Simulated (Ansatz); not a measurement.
Single-point calculation, with input and output: Hf8Si8O31 (part 1 of 2)

System: Hf8Si8O31 (defect cell, 47 atoms in the cell).
Method: DFT PBE, scalar-relativistic, plane waves, PAW, spin-polarised (Ansatz 0.2.0).

The structure derives from an entry of the Crystallography Open Database.

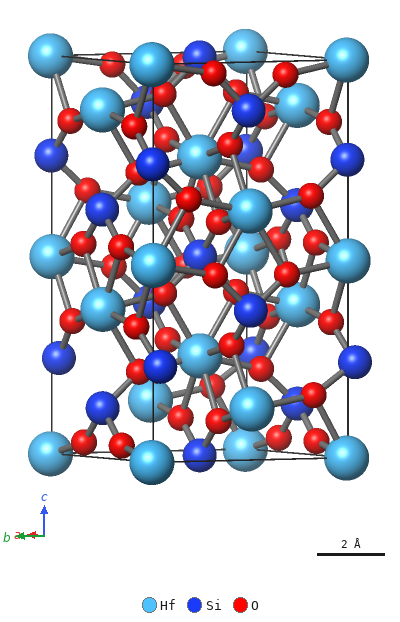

The input geometry (ball-and-stick view of the cell of the calculation, seen at an oblique angle). An atom can appear more than once, as a periodic image.

## Summary

| quantity | value |
| --- | --- |
| outcome | converged |
| electrons treated | 426 |
| free energy | −148516.1196 eV |
| Fermi energy | 13.284 eV |
| gap on the k-point mesh | 3.23 eV |
| net moment of the cell | 0.00 μB |
| integrated absolute moment | 0.00 μB |
| largest force (length of the vector) | 0.045 eV/Å |
| hardware | 4 threads of Arm Neoverse V2, 24 GiB of memory available, shared host |
| wall time | 2.4 min (CPU time 9.4 min) |
| peak memory | 2.8 GiB |

## Remarks

Warnings of the run: some starting moments were not kept. Spin–orbit coupling is left out, which matters for Hf.

## The input
```yaml
crystal:
  lattice:
    - [6.5725, 0.0, 0.0]
    - [0.0, 6.5725, 0.0]
    - [0.0, 0.0, 11.9264]
  atoms:
    - { symbol: Hf, position: [-0.0001051782, 0.4936644392, 0.12815485], spin: 0.2 }
    - { symbol: Hf, position: [0.4999390458, -0.0014056252, 0.3733774725] }
    - { symbol: Hf, position: [-6.31554e-05, 0.5024016678, 0.6257511797] }
    - { symbol: Hf, position: [0.4999225563, 0.0005526939, 0.8743685192] }
    - { symbol: Hf, position: [-6.83877e-05, 0.00695607, -0.0006957881], spin: 0.2 }
    - { symbol: Hf, position: [-4.70298e-05, -0.000582417, 0.4947935675] }
    - { symbol: Hf, position: [0.4999120635, 0.4996501784, 0.2506654198] }
    - { symbol: Hf, position: [0.4999123786, 0.5017142368, 0.7506051197] }
    - { symbol: Si, position: [0.499960716, -0.0003953107, 0.1249240174] }
    - { symbol: Si, position: [-6.37799e-05, 0.4988408412, 0.3752613088] }
    - { symbol: Si, position: [0.4999267245, 0.0017432797, 0.6238068079] }
    - { symbol: Si, position: [-8.41187e-05, 0.5099507673, 0.8780198295] }
    - { symbol: Si, position: [-8.12829e-05, -0.036061261, 0.2396148988], spin: 0.2 }
    - { symbol: Si, position: [0.4999147803, 0.5014017676, 0.0007492394] }
    - { symbol: Si, position: [-7.13748e-05, 0.0028867417, 0.748748797] }
    - { symbol: Si, position: [0.4999062583, 0.498997418, 0.5004289379] }
    - { symbol: O, position: [0.4998120432, 0.3145221728, 0.4093134626] }
    - { symbol: O, position: [-8.46715e-05, 0.817523964, 0.6586549989] }
    - { symbol: O, position: [0.499976673, 0.3152295687, 0.9107626195] }
    - { symbol: O, position: [0.6859702446, -0.001692883, 0.0348740586] }
    - { symbol: O, position: [0.1841657901, 0.5016531602, 0.2838805444] }
    - { symbol: O, position: [0.6857866066, 0.0014674255, 0.5336008389] }
    - { symbol: O, position: [0.1852745413, 0.5093419568, 0.7875429822] }
    - { symbol: O, position: [-0.0001481524, 0.1767735262, 0.159302264], spin: 0.2 }
    - { symbol: O, position: [-3.69913e-05, 0.1899347608, 0.66024244] }
    - { symbol: O, position: [0.4998629909, 0.6839766966, 0.4099080582] }
    - { symbol: O, position: [0.4999077203, 0.6867077971, 0.9104494363] }
    - { symbol: O, position: [0.3138647237, -0.001613835, 0.0349142495] }
    - { symbol: O, position: [0.3140694629, 0.0013744739, 0.533595989] }
    - { symbol: O, position: [0.8156287231, 0.5017312087, 0.2839312777] }
    - { symbol: O, position: [0.8146098768, 0.5093195535, 0.7875112561] }
    - { symbol: O, position: [0.5000890418, 0.1859701401, 0.2144188175] }
    - { symbol: O, position: [-2.23468e-05, 0.6826339571, 0.466056347] }
    - { symbol: O, position: [0.4998881302, 0.186712872, 0.7151433435] }
    - { symbol: O, position: [-9.71883e-05, 0.6901284018, 0.9739196639], spin: 0.2 }
    - { symbol: O, position: [0.1843267715, -0.0089204128, 0.3366703873] }
    - { symbol: O, position: [0.6860303571, 0.5019681718, 0.0910001064] }
    - { symbol: O, position: [0.1848296554, 0.0015128619, 0.840006129] }
    - { symbol: O, position: [0.6852156411, 0.4994536588, 0.5910811528] }
    - { symbol: O, position: [-5.86225e-05, 0.313336161, 0.4643374451] }
    - { symbol: O, position: [0.4998743412, 0.8131736516, 0.2143506421] }
    - { symbol: O, position: [-6.31833e-05, 0.320494528, 0.9660385294] }
    - { symbol: O, position: [0.499956857, 0.8163360892, 0.7147117427] }
    - { symbol: O, position: [0.3138035554, 0.5018401266, 0.0909930401] }
    - { symbol: O, position: [0.8155118107, -0.0092076506, 0.3367029909] }
    - { symbol: O, position: [0.3146441297, 0.4995011858, 0.591122007] }
    - { symbol: O, position: [0.8150363391, 0.0015739254, 0.8400002841] }
magnetization:
  spin_polarized: true
basis:
  ecutwfc: 420
  fft_grid_basis: typed
kpoints:
  mp_grid: { grid: [2, 2, 1] }
hamiltonian:
  xc: pbe
  pseudopotentials: { kind: paw }
scf:
  occupations: { method: gaussian, width: 0.05 }
output:
  forces: true
  stress: false
  eigenvalues: true
  bader: true
  write_density: true
  volumetric_format: npy
  populations: true
```

Run as:
```bash
ansatz run input.yaml --threads 4 --pin off --max-ram 10240MiB --backend cpu --events-out ev --progress --plain --runs-dir out
```

## The program's output
```
Engine: ansatz 0.2.0, aarch64-unknown-linux-gnu
Pseudopotentials: kind: paw
Pseudopotential: Hf, paw, valence charge 26, recommended cutoff 420 eV (normal), Hf.paw.azcp
Pseudopotential: Si, paw, valence charge 4, recommended cutoff 420 eV (normal), Si.paw.azcp
Pseudopotential: O, paw, valence charge 6, recommended cutoff 420 eV (normal), O.paw.azcp
Functional definition: PBE
  parameter kappa = 0.804
  parameter beta = 0.06672455060314922
  exchange = pbe_x(kappa = kappa, mu = beta*pi^2/3)
  correlation = pbe_c(beta = beta)
Crystal: 47 atoms, lattice volume = 515.194 Å³
Basis set: ecut = 420 eV, 10083 PW (Γ), exchange–correlation on 90×90×160 points (8 copies of the dense FFT grid, shifted against one another)
Bands: 261, of which v1, the nominal top of the filled ones, is band 213 counted from 1 (212 counted from 0)
Symmetry: 1 space group operations
Space group: P1 (ITA 1), of the structure as read, at distance tolerance 8.0e-5 Å
Magnetic group: BNS 1.1 (UNI 1), of the structure as read, at distance tolerance 8.0e-5 Å
k-points: 4
Non-local potential: Hf, projectors of the file, l = 0: 3, l = 1: 2, l = 2: 2, l = 3: 3
Non-local potential: Si, projectors of the file, l = 0: 2, l = 1: 2, l = 2: 2
Non-local potential: O, projectors of the file, l = 0: 2, l = 1: 2, l = 2: 1
PAW form: soft (Blöchl's): semilocal exchange-correlation on the pseudo side does not see the compensation charge
PAW one-centre angular grid: Hf, 590 points (default); XC on 64 Gauss nodes
PAW one-centre angular grid: Si, 110 points (default); XC on 64 Gauss nodes
PAW one-centre angular grid: O, 110 points (default); XC on 64 Gauss nodes
Initial density: superposition of atomic densities (chi_scale 0.1, normalization cell, long waves kept (reshape's long-wave potential 0.47 eV rms))
Starting moments: Σ|m| = 1 μB on 5 of 47 sites
Initial wavefunctions: pseudopotential atomic-orbital guess
Functional: x = pbe(κ = 0.804, μ = 0.2195149727645171), c = pbe(β = 0.06672455060314922)
SCF iter   1: F=—  HF=-148540.904446 eV  |F-HF|=—  |Δ(HF+E_count)|=         —  Δρ=5.27e-2 (↑5.27e-2 ↓5.26e-2)  dr2=1.03e2  dr2_m=7.79e-2  M=0.000 μB ∫|m|=0.100 μB  β_m=0.30  ethr=3.10e-3  ⟨swp⟩=6.0  Hψ=7341  notcnv=0  defer=132
Mixer restart at iter 1: flushing history
preconditioner: auto → Resta (q_TF=auto, 2.643 Å⁻¹)  ε∞=5.0  [insulator: Δε(μ)=1.594 eV  Ē_g=15.568 eV  σ=0.050 eV  W_gap=1.00  n_scr=150 (ndim 8)  ℏωp=31.1 eV  f_vac=0.000  D(μ)=0.00/eV (n_scr^D=0)  ε∞_Penn≈5.0]
spin=Collinear: Resta preconditioning applied to the charge; magnetization (m = ρ↑ − ρ↓) channel mixes plain (no charge-response kernel on spin).
SCF iter   2: F=—  HF=-148523.671658 eV  |F-HF|=—  |Δ(HF+E_count)|=    1.72e1  Δρ=3.47e-2 (↑3.41e-2 ↓3.47e-2)  dr2=4.17e1  dr2_m=4.01e-2  M=0.000 μB ∫|m|=0.076 μB  β_m=0.52  ethr=3.10e-3  ⟨swp⟩=3.0  Hψ=4124  notcnv=0  defer=346
SCF iter   3: F=—  HF=-148515.884741 eV  |F-HF|=—  |Δ(HF+E_count)|=    7.79e0  Δρ=1.24e-2 (↑1.22e-2 ↓1.24e-2)  dr2=3.68e0  dr2_m=2.30e-3  M=0.000 μB ∫|m|=0.028 μB  β_m=0.51  ethr=3.10e-3  ⟨swp⟩=3.2  Hψ=3870  notcnv=0  defer=346
SCF iter   4: F=—  HF=-148515.799186 eV  |F-HF|=—  |Δ(HF+E_count)|=   8.56e-2  Δρ=5.73e-3 (↑5.73e-3 ↓5.71e-3)  dr2=5.90e-1  dr2_m=1.32e-4  M=0.000 μB ∫|m|=0.013 μB  β_m=0.75  ethr=8.64e-4  ⟨swp⟩=4.4  Hψ=4249  notcnv=0  defer=328
SCF iter   5: F=—  HF=-148516.113821 eV  |F-HF|=—  |Δ(HF+E_count)|=   3.15e-1  Δρ=2.19e-3 (↑2.16e-3 ↓2.19e-3)  dr2=1.01e-1  dr2_m=3.44e-6  M=0.000 μB ∫|m|=0.002 μB  β_m=0.75  ethr=1.39e-4  ⟨swp⟩=4.8  Hψ=4224  notcnv=0  defer=329
SCF iter   6: F=—  HF=-148516.113457 eV  |F-HF|=—  |Δ(HF+E_count)|=   3.64e-4  Δρ=7.05e-4 (↑7.03e-4 ↓7.05e-4)  dr2=8.40e-3  dr2_m=1.62e-7  M=0.000 μB ∫|m|=0.001 μB  β_m=0.70  ethr=2.38e-5  ⟨swp⟩=2.2  Hψ=3884  notcnv=0  defer=328
SCF iter   7: F=—  HF=-148516.116335 eV  |F-HF|=—  |Δ(HF+E_count)|=   2.88e-3  Δρ=3.63e-4 (↑3.62e-4 ↓3.63e-4)  dr2=2.81e-3  dr2_m=4.85e-8  M=0.000 μB ∫|m|=0.000 μB  β_m=0.85  ethr=1.97e-6  ⟨swp⟩=2.0  Hψ=3796  notcnv=0  defer=328
SCF iter   8: F=—  HF=-148516.119502 eV  |F-HF|=—  |Δ(HF+E_count)|=   3.17e-3  Δρ=1.54e-4 (↑1.54e-4 ↓1.53e-4)  dr2=4.70e-4  dr2_m=1.48e-8  M=0.000 μB ∫|m|=0.000 μB  β_m=0.73  ethr=6.59e-7  ⟨swp⟩=2.0  Hψ=3796  notcnv=0  defer=328
SCF iter   9: F=—  HF=-148516.119262 eV  |F-HF|=—  |Δ(HF+E_count)|=   2.40e-4  Δρ=7.76e-5 (↑7.70e-5 ↓7.76e-5)  dr2=1.13e-4  dr2_m=2.25e-8  M=0.000 μB ∫|m|=0.000 μB  β_m=0.69  ethr=1.10e-7  ⟨swp⟩=2.8  Hψ=3836  notcnv=0  defer=328
SCF iter  10: F=—  HF=-148516.119271 eV  |F-HF|=—  |Δ(HF+E_count)|=   8.96e-6  Δρ=3.00e-5 (↑2.98e-5 ↓3.00e-5)  dr2=1.53e-5  dr2_m=5.74e-9  M=0.000 μB ∫|m|=0.000 μB  β_m=0.83  ethr=2.66e-8  ⟨swp⟩=2.0  Hψ=3744  notcnv=0  defer=328
SCF iter  11: F=—  HF=-148516.119616 eV  |F-HF|=—  |Δ(HF+E_count)|=   3.46e-4  Δρ=1.08e-5 (↑1.08e-5 ↓1.08e-5)  dr2=1.71e-6  dr2_m=1.46e-10  M=0.000 μB ∫|m|=0.000 μB  β_m=0.80  ethr=3.59e-9  ⟨swp⟩=2.0  Hψ=3792  notcnv=0  defer=328
SCF iter  12: F=—  HF=-148516.119617 eV  |F-HF|=—  |Δ(HF+E_count)|=   5.54e-7  Δρ=5.45e-6 (↑5.45e-6 ↓5.39e-6)  dr2=4.66e-7  dr2_m=1.14e-11  M=0.000 μB ∫|m|=0.000 μB  β_m=0.75  ethr=4.01e-10  ⟨swp⟩=2.0  Hψ=3768  notcnv=0  defer=328
SCF iter  13: F=-148516.119617 eV  HF=-148516.119617 eV  |F-HF|=4.19e-9  |Δ(HF+E_count)|=   6.24e-8  Δρ=1.91e-6 (↑1.90e-6 ↓1.91e-6)  dr2=6.24e-8  dr2_m=3.29e-12  M=0.000 μB ∫|m|=0.000 μB  ethr=2.35e-11  ⟨swp⟩=10.9  Hψ=12311  notcnv=0
SCF 1 converged in 13 iterations: F = -148516.119617 eV  dr2 = 6.24e-8
  greatest PAW one-centre occupation: 0.999 electrons in one spin orbital (limit 2), on the Hf atom at site 5 (counted from 0), in its partial waves of l = 0
```

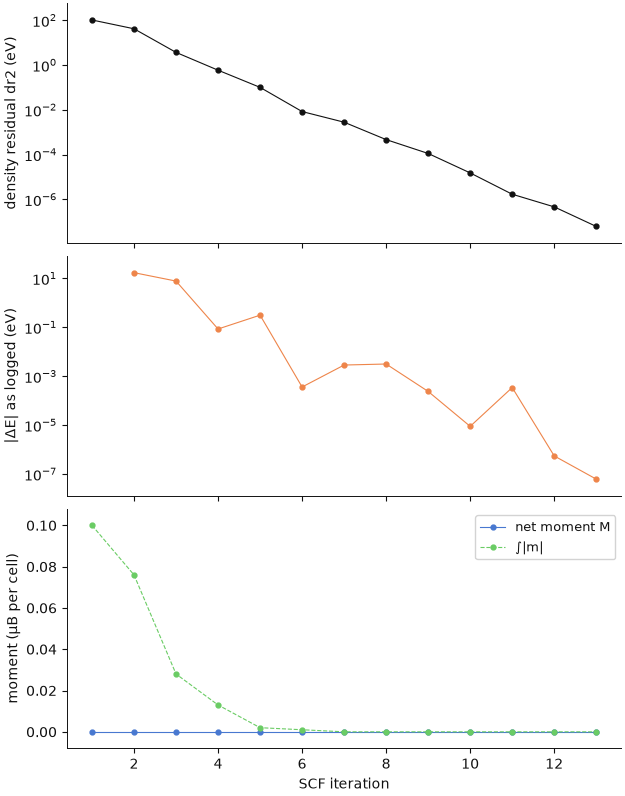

Convergence of the self-consistent field: density residual dr2, size of the energy change and magnetic moment against the SCF iteration. The residual falls at every step. The net moment stays at 0.0 μB per cell, and ∫|m| falls to zero.

```
WARN: the starting moments were not kept: the SCF closed with an absolute magnetisation of 2.8e-6 μB, where they sum to 1 μB in size (5 sites). That is at most 0.1 of that sum. Measured as dr2_m measures the in/out step, that magnetisation stands 5.4e-13 eV from none, at or under the dr2_threshold of 1.0e-7 eV: it is no larger than a step whose dr2_m would equal this threshold. The system may hold no moment; this SCF shows only that its start led to no more than that. To try another start: raise the starting moments (crystal.atoms[].spin, magnetization.per_species, magnetization.initial_magnetization, or on a non-collinear deck that types none of these the spinor_matrix: blocks that start its atoms; where the total moment is fixed, keep their sum and leave initial_magnetization as it is; typed ones take the place of any that the run laid by itself, positive ones on a crystal's lanthanoids without a Hubbard term where scf.initial_density.shell_occupations: [] is typed) or, if the notice of its spin-set hold's release reads "site moments contracting" or "site moments show no strong build", lengthen the hold (scf.mixing.spin_hold: { on: { confirm: 4 } }; for m-r²SCAN on two components see the key's manual first). Each may lead to a state that holds a moment. A second SCF, from the converged charge density, with the starting moments and any scf.initial_density.shell_occupations laid on it anew, would have followed, and was not run: the deck does not ask for one (magnetization.retry_lost_moments is false, the default). To let it run, set magnetization.retry_lost_moments: true and run the deck again, where that key's refused combinations let it; where memory then withholds it, that run's warning says so.
SCF converged after 13 iterations
Magnetization: 0.0000 μB (213.0000 up, 213.0000 down)
Absolute magnetization: 0.0000 μB (∫|ρ↑−ρ↓|, with the PAW one-centre terms)
Spin contamination: 0.0000 ħ² per cell (⟨S²⟩ above its minimum at these occupations)
Per-site moments (μB) at R_I (Å): [(-2.1528269373722522e-8, 0.8706375054064055), (-1.479203740074541e-8, 0.8717048192443089), (-2.533738017152017e-9, 0.8639735170586271), (-1.1920669464604083e-8, 0.8692003164652561), (-1.8932322247503848e-8, 0.8656621723243709), (-1.3248313184447692e-8, 0.8641707485684308), (-1.4167083449923535e-8, 0.8685831890972189), (-1.8586439887608668e-9, 0.8710749842408848), (-7.63497673152236e-9, 0.6700944323343736), (-7.365993535971582e-9, 0.6670680256102585), (1.92449956152921e-11, 0.6714554296679571), (1.4050981669680143e-8, 0.6713175141563347), (3.592697102287152e-9, 0.6952401180024294), (-8.171915637501513e-9, 0.6706345869826735), (-5.518521068936295e-9, 0.6683989259250195), (-1.2564395452831368e-10, 0.6706928868209323), (5.411498288604667e-9, 0.6716205373905764), (2.5912771089450568e-9, 0.6700790531105549), (3.917469328030396e-9, 0.6713786531733068), (7.658941893802925e-8, 0.6712619635793309), (6.634344162722203e-8, 0.6720403047980199), (4.561888620087064e-9, 0.6714554296679571), (4.994748340805967e-9, 0.6713207056187276), (-1.5084323554209587e-7, 0.6993376045615857), (1.5602995974367643e-9, 0.6683989259250195), (2.7090211532424923e-9, 0.6706928868209323), (2.7998453534148052e-9, 0.6706345869826735), (7.647719978201165e-8, 0.6713065614442794), (3.845378843610415e-9, 0.6714661958588832), (6.603044071542973e-8, 0.672032877948706), (6.2257816492308235e-9, 0.6713175141563347), (9.90456225589712e-9, 0.6701806631095542), (4.153900998078061e-9, 0.6691911733640422), (1.8496127896086693e-9, 0.6733444069186563), (-2.602785873155956e-7, 0.6791248213344074), (1.1730975383627367e-7, 0.6952401180024294), (9.304134598334914e-8, 0.6721230522430461), (5.239512317232355e-8, 0.672956262188157), (6.368394169995313e-10, 0.6717922454385734), (4.621411888722182e-9, 0.6670680256102585), (1.5454999716932283e-9, 0.6700944323343736), (1.2697786213855245e-7, 0.6718171358482832), (1.798093126437585e-9, 0.6728152171779421), (9.396934596982845e-8, 0.672090526521592), (1.1946585920261463e-7, 0.6952660710828126), (3.0520555541667246e-10, 0.671830153961606), (5.084195514788527e-8, 0.6729185234036636)]
Free energy (F): -148516.119617 eV
Harris-Foulkes:  -148516.119617 eV  (|F-HF|=4.19e-9)
Internal energy: -148516.119617 eV  (E = F + TS)
E sigma→0 (E₀):  -148516.119617 eV
Fermi energy:    13.283949 eV
--- Per-component energies (eV) ---
  E_band       = -884.890698
  E_kinetic    = 9215.645065
  E_local      = -63992.251259  (includes V_loc(G=0)·N_el)
  E_nonlocal   = -8259.235784
  E_hartree    = 28665.092212
  E_xc         = -5145.007107
  E_vxc        = -5444.701910  (∫ρ·V_xc dr)
  E_paw        = -64432.415710  (= ΣΔE_a)
  E_vpaw       = 10265.390668  (= ΣTr[D̂ρ^β])
  E_aug_tail   = 0.077471  (compensation charges beyond the density's cutoff)
  E_ewald      = -44568.024506
  E_smearing   = -0.000000  (= −TS)
  E_closure    = -0.000000  (closes the sum)
  Σ components = -148516.119617   (vs F -148516.119617, Δ=0.00e0)
--- Forces (eV/Å), atoms counted from 1 ---
  atom   1  Hf     0.00127031    -0.02063595    -0.03415075
  atom   2  Hf    -0.00155462     0.00283631     0.00370801
  atom   3  Hf    -0.00144171     0.00195563     0.01883325
  atom   4  Hf     0.00076882    -0.00419857    -0.00555894
  atom   5  Hf    -0.00044339     0.04431180     0.00915754
  atom   6  Hf    -0.00214034    -0.01523976     0.00839926
  atom   7  Hf    -0.00041624    -0.00321944    -0.00827466
  atom   8  Hf     0.00219503    -0.00057874     0.00791026
  atom   9  Si    -0.00296803     0.00441628    -0.00360778
  atom  10  Si    -0.00092540     0.02446540     0.00080966
  atom  11  Si     0.00013253     0.00146538     0.01220131
  atom  12  Si     0.00113118    -0.00138219    -0.00292181
  atom  13  Si     0.00030553     0.03517929     0.00600320
  atom  14  Si     0.00124286    -0.00642282    -0.01733334
  atom  15  Si     0.00114520    -0.00305057    -0.01358401
  atom  16  Si    -0.00135510     0.00510939     0.03016187
  atom  17  O      0.00227688    -0.00456619    -0.00273594
  atom  18  O      0.00000844    -0.00615230    -0.00202058
  atom  19  O     -0.00065347     0.00763004     0.00278802
  atom  20  O      0.00996406    -0.00725008     0.00937518
  atom  21  O      0.00310756    -0.00419494     0.00065218
  atom  22  O     -0.00155132     0.00151649    -0.00375700
  atom  23  O      0.00231021    -0.00279723    -0.00034884
  atom  24  O     -0.00073065    -0.01392740     0.00680780
  atom  25  O      0.00004766    -0.00051508    -0.00690540
  atom  26  O      0.00056694    -0.01141507    -0.00555401
  atom  27  O     -0.00011508    -0.00283559     0.00029995
  atom  28  O     -0.00714714    -0.00699254     0.00862452
  atom  29  O      0.00303862     0.00255532    -0.00266921
  atom  30  O     -0.00228974    -0.00616500    -0.00227281
  atom  31  O     -0.00494184    -0.00229141     0.00080165
  atom  32  O     -0.00197813     0.00116578    -0.00234710
  atom  33  O      0.00063407    -0.00067310    -0.01433425
  atom  34  O      0.00027383    -0.00496765    -0.00348902
  atom  35  O      0.00047506    -0.02500733     0.02485120
  atom  36  O     -0.00918460    -0.01037585    -0.00513847
  atom  37  O      0.00357097     0.00092834     0.00494461
  atom  38  O     -0.00088767     0.00274670     0.00132727
  atom  39  O      0.00095544     0.00232424    -0.00524112
  atom  40  O     -0.00055727     0.00331361    -0.00842723
  atom  41  O      0.00044522    -0.00081338    -0.00614075
  atom  42  O     -0.00108335     0.01654036     0.00854524
  atom  43  O      0.00000406     0.00522040    -0.00173163
  atom  44  O     -0.00491923     0.00277555     0.00553400
  atom  45  O      0.01191743    -0.00416974    -0.00763990
  atom  46  O      0.00039385     0.00147352    -0.00736023
  atom  47  O     -0.00089849     0.00190742     0.00177384
  max |Σ_I F_I| component: 3.50e-5 eV/Å
--- Band table (eV; the first three rows and the last of 8) ---
```
